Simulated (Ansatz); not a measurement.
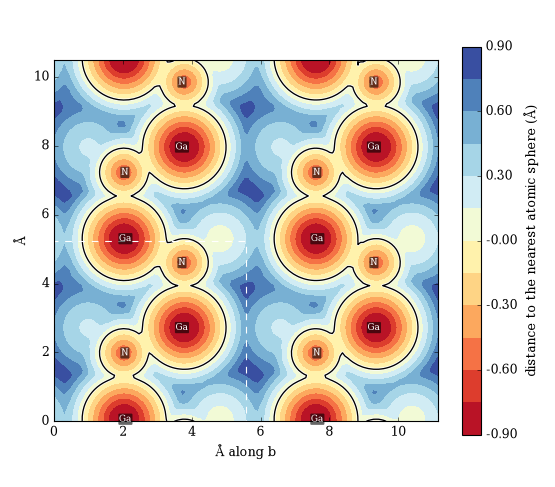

Map of the distance to the nearest atomic sphere in Ga$_{7}$N$_{5}$ (P31m), computed on the section x = 0.358 (parallel to b and c; the dashed line is one cell). The black line marks the spheres' surfaces; positive values are empty space; unlabelled circles belong to atoms above or below the section.

Hard-sphere model; covalent radii (Cordero): Ga 1.22 Å, N 0.71 Å.

Source of the atomic positions: the geometry relaxed in a fixed cell with Ansatz, DFT PBE, scalar-relativistic, plane waves, PAW.

Space group P31m (No. 157). a = 5.574 Å, b = 5.574 Å, c = 5.243 Å, α = 90.00°, β = 90.00°, γ = 120.00°
| atom | site | symmetry | x | y | z |
| --- | --- | --- | --- | --- | --- |
| Ga | 1a | 3.m | 0.0000 | 0.0000 | 0.4216 |
| Ga | 2b | 3.. | 0.6667 | 0.3333 | 0.5192 |
| Ga | 3c | ..m | 0.6280 | 0.0000 | 0.0116 |
| Ga | 1a | 3.m | 0.0000 | 0.0000 | 0.8604 |
| N | 2b | 3.. | 0.6667 | 0.3333 | 0.8793 |
| N | 3c | ..m | 0.6309 | 0.0000 | 0.3788 |

> Where is the largest hole in this section, and how large is it?

At 0.358, 0.000, 0.730 (fractional), where the distance reaches 0.89 Å; it is enclosed by 4 Ga (then 3 Ga + 2 N) in a tetrahedral arrangement. It is the largest hole of the crystal.

> How much of the crystal lies outside the spheres?

About 57 % of the cell's volume, and 58 % of this section's area.

> What can pass through?

The largest sphere that fits anywhere has a diameter of 1.78 Å; the largest that can travel through the crystal, about 1.2 Å.
